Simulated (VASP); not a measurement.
Workfunction calculation of Ti (part 2 of 2)

Continued. System: Ti (slab, 6 atoms in the cell). Method: Kohn-Sham DFT of a periodic cell, PBE, VASP PAW PBE potentials, recommended, no spin polarisation (VASP 6.6.1); cutoff 520 eV, 10×10×1 k-mesh, Gaussian smearing of 0.05 eV. The structure derives from an entry of the Crystallography Open Database. It belongs to a series of runs on one base structure; here: the (0 0 1) slab of Ti, cut from the database cell, not relaxed.

## Parts of OUTCAR, continued
```
 k-point     2 :       0.1000    0.0000    0.0000
  band No.  band energies     occupation
      1     -54.6597      2.00000
      2     -54.6597      2.00000
      3     -54.5191      2.00000
      4     -54.4788      2.00000
      5     -54.4387      2.00000
      6     -54.4184      2.00000
      7     -31.1025      2.00000
      8     -31.0731      2.00000
      9     -30.9730      2.00000
     10     -30.7934      2.00000
     11     -30.6695      2.00000
     12     -30.6589      2.00000
     13     -30.6285      2.00000
     14     -30.6285      2.00000
     15     -30.5976      2.00000
     16     -30.5257      2.00000
     17     -30.4977      2.00000
     18     -30.4970      2.00000
     19     -30.4911      2.00000
     20     -30.4695      2.00000
     21     -30.4569      2.00000
     22     -30.4449      2.00000
     23     -30.4381      2.00000
     24     -30.4142      2.00000
     25      -3.3706      2.00000
     26      -2.8426      2.00000
     27      -2.1016      2.00000
     28      -1.2483      2.00000
     29      -0.5232      2.00000
     30      -0.1617      2.00000
     31       2.0921      2.00000
     32       2.1368      2.00000
     33       2.3536      0.55673
     34       2.4549      0.00056
     35       2.5533      0.00000
     36       2.7284      0.00000
     37       2.7652      0.00000
     38       2.8687      0.00000
     39       2.9092      0.00000
     40       3.0764      0.00000
     41       3.1402      0.00000
     42       3.1553      0.00000
     43       3.2635      0.00000

 k-point     3 :       0.2000    0.0000    0.0000
  band No.  band energies     occupation
      1     -54.6420      2.00000
      2     -54.6419      2.00000
      3     -54.4964      2.00000
      4     -54.4606      2.00000
      5     -54.4250      2.00000
      6     -54.4081      2.00000
      7     -31.0592      2.00000
      8     -31.0449      2.00000
      9     -30.9609      2.00000
     10     -30.8323      2.00000
     11     -30.7826      2.00000
     12     -30.7539      2.00000
     13     -30.6575      2.00000
     14     -30.6557      2.00000
     15     -30.6556      2.00000
     16     -30.6243      2.00000
     17     -30.5771      2.00000
     18     -30.5573      2.00000
     19     -30.5298      2.00000
     20     -30.5102      2.00000
     21     -30.4970      2.00000
     22     -30.4925      2.00000
     23     -30.4600      2.00000
     24     -30.4319      2.00000
     25      -2.6078      2.00000
     26      -2.1165      2.00000
     27      -1.4257      2.00000
     28      -0.6162      2.00000
     29       0.0841      2.00000
     30       0.3894      2.00000
     31       1.6171      2.00000
     32       1.7334      2.00000
     33       1.9528      2.00000
     34       2.0650      2.00000
     35       2.1964      1.99989
     36       2.3805      0.17709
     37       2.4126      0.02400
     38       2.6266      0.00000
     39       2.8906      0.00000
     40       2.9235      0.00000
     41       3.1718      0.00000
     42       3.2200      0.00000
     43       3.4240      0.00000

 k-point     4 :       0.3000    0.0000    0.0000
  band No.  band energies     occupation
      1     -54.6199      2.00000
      2     -54.6199      2.00000
      3     -54.4667      2.00000
      4     -54.4375      2.00000
      5     -54.4085      2.00000
      6     -54.3968      2.00000
      7     -31.0177      2.00000
      8     -31.0155      2.00000
      9     -30.9622      2.00000
     10     -30.9343      2.00000
     11     -30.9038      2.00000
     12     -30.8508      2.00000
     13     -30.7706      2.00000
     14     -30.7288      2.00000
     15     -30.6890      2.00000
     16     -30.6889      2.00000
     17     -30.6800      2.00000
     18     -30.6095      2.00000
     19     -30.5687      2.00000
     20     -30.5414      2.00000
     21     -30.5302      2.00000
     22     -30.5279      2.00000
     23     -30.4874      2.00000
     24     -30.4551      2.00000
     25      -1.5340      2.00000
     26      -1.1495      2.00000
     27      -0.6219      2.00000
     28      -0.0093      2.00000
     29       0.5260      2.00000
     30       0.7331      2.00000
     31       1.1818      2.00000
     32       1.3856      2.00000
     33       1.5597      2.00000
     34       1.7546      2.00000
     35       1.8625      2.00000
     36       2.2788      1.87319
     37       2.2925      1.74578
     38       2.6543      0.00000
     39       2.7989      0.00000
     40       2.9060      0.00000
     41       3.0760      0.00000
     42       3.2156      0.00000
     43       3.2273      0.00000

 k-point     5 :       0.4000    0.0000    0.0000
  band No.  band energies     occupation
      1     -54.6021      2.00000
      2     -54.6020      2.00000
      3     -54.4398      2.00000
      4     -54.4182      2.00000
      5     -54.3960      2.00000
      6     -54.3899      2.00000
      7     -31.0461      2.00000
      8     -31.0418      2.00000
      9     -31.0172      2.00000
     10     -31.0040      2.00000
     11     -30.9374      2.00000
     12     -30.9212      2.00000
     13     -30.8406      2.00000
     14     -30.8079      2.00000
     15     -30.7241      2.00000
     16     -30.7159      2.00000
     17     -30.7157      2.00000
     18     -30.6209      2.00000
     19     -30.5992      2.00000
     20     -30.5691      2.00000
     21     -30.5607      2.00000
     22     -30.5566      2.00000
     23     -30.5098      2.00000
     24     -30.4746      2.00000
     25      -0.5353      2.00000
     26      -0.3942      2.00000
     27      -0.1453      2.00000
     28       0.1530      2.00000
     29       0.4049      2.00000
     30       0.5452      2.00000
     31       0.9294      2.00000
     32       1.1926      2.00000
     33       1.4062      2.00000
     34       1.5421      2.00000
     35       1.6690      2.00000
     36       2.4631      0.00023
     37       2.5195      0.00000
     38       3.0220      0.00000
     39       3.0650      0.00000
     40       3.1616      0.00000
     41       3.2465      0.00000
     42       3.3296      0.00000
     43       3.3436      0.00000

 [... the levels of 8 k-points are left out ...]

 k-point    14 :       0.3000    0.3000    0.0000
  band No.  band energies     occupation
      1     -54.5876      2.00000
      2     -54.5876      2.00000
      3     -54.4121      2.00000
      4     -54.4044      2.00000
      5     -54.3873      2.00000
      6     -54.3870      2.00000
      7     -30.9891      2.00000
      8     -30.9856      2.00000
      9     -30.9750      2.00000
     10     -30.9729      2.00000
     11     -30.9117      2.00000
     12     -30.9076      2.00000
     13     -30.8769      2.00000
     14     -30.8651      2.00000
     15     -30.8229      2.00000
     16     -30.7676      2.00000
     17     -30.7467      2.00000
     18     -30.7449      2.00000
     19     -30.7002      2.00000
     20     -30.6446      2.00000
     21     -30.6335      2.00000
     22     -30.6061      2.00000
     23     -30.5565      2.00000
     24     -30.5441      2.00000
     25       0.7370      2.00000
     26       0.7966      2.00000
     27       0.8130      2.00000
     28       0.8804      2.00000
     29       0.8819      2.00000
     30       1.0673      2.00000
     31       1.1878      2.00000
     32       1.2416      2.00000
     33       1.4066      2.00000
     34       1.6160      2.00000
     35       1.7606      2.00000
     36       2.0829      2.00000
     37       2.1860      1.99997
     38       2.3785      0.19639
     39       2.3858      0.13376
     40       2.4718      0.00008
     41       2.4836      0.00002
     42       2.6778      0.00000
     43       2.7198      0.00000

------------------------ aborting loop because EDIFF is reached ----------------------------------------

  FORCE on cell =-STRESS in cart. coord.  units (eV):
  Direction    XX          YY          ZZ          XY          YZ          ZX
  --------------------------------------------------------------------------------------
  -------------------------------------------------------------------------------------
  Total       -2.5272888     -2.5272888     -3.5733897      0.0000000      0.0000000      0.0000000
  in kB      -20.1111196    -20.1111196    -28.4355576      0.0000000      0.0000000      0.0000000
  external PRESSURE =     -22.8859322 kB  Pullay stress =       0.0000000 kB

 VOLUME and BASIS-vectors are now :
 -----------------------------------------------------------------------------
  energy-cutoff  :      520.00
  volume of cell :      201.34
      direct lattice vectors                 reciprocal lattice vectors
     2.949997860  0.000000000  0.000000000     0.338983297  0.195712098  0.000000000
    -1.474998930  2.554773088  0.000000000     0.000000000  0.391424195  0.000000000
     0.000000000  0.000000000 26.715000000     0.000000000  0.000000000  0.037432154

 POSITION                                       TOTAL-FORCE (eV/Angst)
 -----------------------------------------------------------------------------------
      1.47500      0.85159      7.50000         0.000000      0.000000      0.652883
     -0.00000      1.70318      9.84300         0.000000      0.000000     -0.612720
      1.47500      0.85159     12.18600        -0.000000     -0.000000      0.084756
     -0.00000      1.70318     14.52900         0.000000      0.000000     -0.084756
      1.47500      0.85159     16.87200        -0.000000      0.000000      0.612720
     -0.00000      1.70318     19.21500        -0.000000     -0.000000     -0.652883
 -----------------------------------------------------------------------------------
    total drift:                                0.000000      0.000000      0.000000

  FREE ENERGIE OF THE ION-ELECTRON SYSTEM (eV)
  ---------------------------------------------------
  free  energy   TOTEN  =       -45.0399712924 eV

  energy  without entropy=      -45.0316104783  energy(sigma->0) =      -45.03579089

 vacuum level on the upper side and lower side of the slab         6.743         6.743
```

## CONTCAR
```
Ti
   1.00000000000000
     2.9499978603999999    0.0000000000000000    0.0000000000000000
    -1.4749989301999999    2.5547730882000002    0.0000000000000000
     0.0000000000000000    0.0000000000000000   26.7149999999999999
  Ti
     6
Direct
     0.6666666667000030    0.3333333333999988    0.2807411567000031
     0.3333333332999970    0.6666666666000012    0.3684446939999972
     0.6666666667000030    0.3333333333999988    0.4561482312999985
     0.3333333332999970    0.6666666666000012    0.5438517687000015
     0.6666666667000030    0.3333333333999988    0.6315553060000028
     0.3333333332999970    0.6666666666000012    0.7192588432999969

  0.00000000E+00  0.00000000E+00  0.00000000E+00
  0.00000000E+00  0.00000000E+00  0.00000000E+00
  0.00000000E+00  0.00000000E+00  0.00000000E+00
  0.00000000E+00  0.00000000E+00  0.00000000E+00
  0.00000000E+00  0.00000000E+00  0.00000000E+00
  0.00000000E+00  0.00000000E+00  0.00000000E+00
```

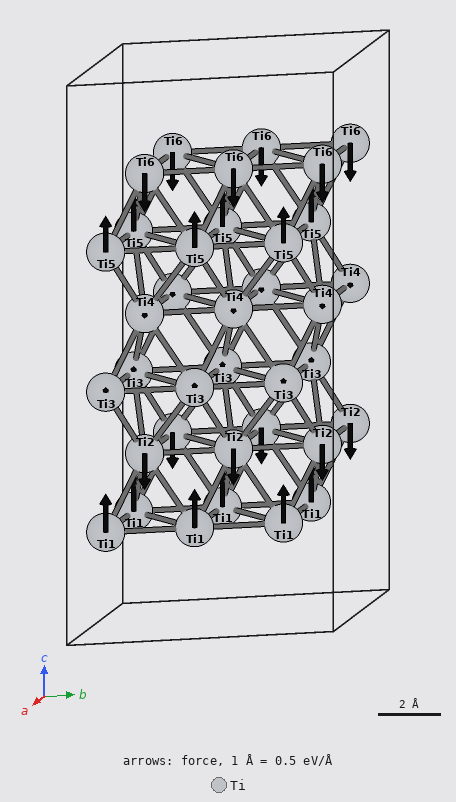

*Forces on the atoms as black arrows (ball-and-stick view of the 2 × 3 repeat of the cell, with the vacuum cut short, seen slightly off an axis; atoms are numbered from 1 in the order of the input).*

The largest act on Ti1, Ti6 (0.65 eV/Å); Ti2, Ti5 (0.61 eV/Å). The geometry is not a stationary point of this energy.

This output came from the following input.

## INCAR
```
SYSTEM = Ti
ALGO = Normal ; DIPOL = 0.5 0.5 0.500
EDIFF = 1E-7 ; ENCUT = 520
GGA = PE ; IDIPOL = 3
ISIF = 2 ; ISMEAR = 0
LASPH = .True. ; LCHARG = .True.
LDIPOL = .True. ; LELF = .True.
LREAL = .False. ; LVACPOTAV = .True.
LVHAR = .True. ; LWAVE = .False.
NELM = 100 ; PREC = Accurate
SIGMA = 0.05
```

## KPOINTS
```
k-points
0
Gamma
  10 10 1
  0 0 0
```

## POSCAR
```
Ti
1.0
    2.9499978604      0.0000000000      0.0000000000
   -1.4749989302      2.5547730882      0.0000000000
    0.0000000000      0.0000000000     26.7150000000
Ti
6
Direct
    0.6666666667      0.3333333334      0.2807411567
    0.3333333333      0.6666666666      0.3684446940
    0.6666666667      0.3333333334      0.4561482313
    0.3333333333      0.6666666666      0.5438517687
    0.6666666667      0.3333333334      0.6315553060
    0.3333333333      0.6666666666      0.7192588433
```

Launch command:
```bash
cat potpaw_PBE.64/Ti_sv/POTCAR > POTCAR
mpirun -np 1 vasp_std > vasp.out
```

## Key numbers

```json
{"quantity": "outcome", "value": "converged"}
{"quantity": "electrons treated", "value": "72"}
{"quantity": "free energy", "value": "−45.0400 eV"}
{"quantity": "Fermi energy of the self-consistent step", "value": "2.333 eV"}
{"quantity": "gap on the k-point mesh", "value": "none (metallic)"}
{"quantity": "largest force (length of the vector)", "value": "0.653 eV/Å"}
{"quantity": "hardware", "value": "1 thread of Intel Xeon (Granite Rapids), 96 GiB of memory available, shared host"}
{"quantity": "wall time", "value": "3.2 min"}
{"quantity": "peak memory", "value": "0.36 GiB"}
```
